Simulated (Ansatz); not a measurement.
```
CELL_PARAMETERS angstrom
-0.00001 -0.00003 -2.82419
-2.56662 2.57604 1.41212
5.12568 5.14447 0.00007
ATOMIC_POSITIONS crystal
Ge 0.24754 0.25000 0.12500
Ge 0.74696 0.25003 0.62500
Ge 0.25278 0.74993 0.37501
Ge 0.75272 0.75004 0.87500
```

Space group Imma; a structure from a database of computed crystals, not necessarily the ambient phase.

All numbers below come from Ansatz 0.2.0, DFT r2SCAN, scalar-relativistic, plane waves, PAW.

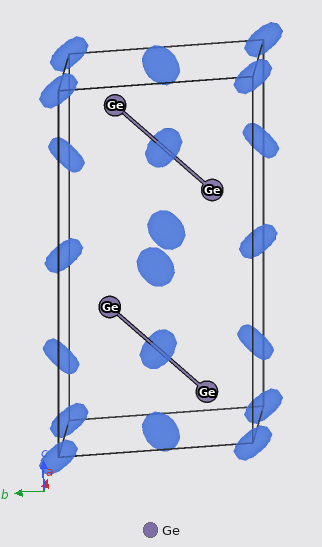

Ge. Isosurface of the ELF at 0.6 (blue), seen at an oblique angle. Only the valence region is drawn (cores and ρ < 0.01 e/Å³ removed). Sticks mark near contacts.

Core electrons are frozen (PAW), and the valence fields are smoothed inside the atomic spheres.

Where are the electrons localised?

The surface consists of eight regions between bonded Ge–Ge atoms, counted in one cell of 4 atoms. Any copies at cell faces, edges or corners count once.

Values along the shortest contacts:
Ge–Ge (2.66 Å): the ELF peaks at about 0.65 between the atoms. Ge–Ge (2.82 Å): the ELF reaches about 0.50 near the midpoint.
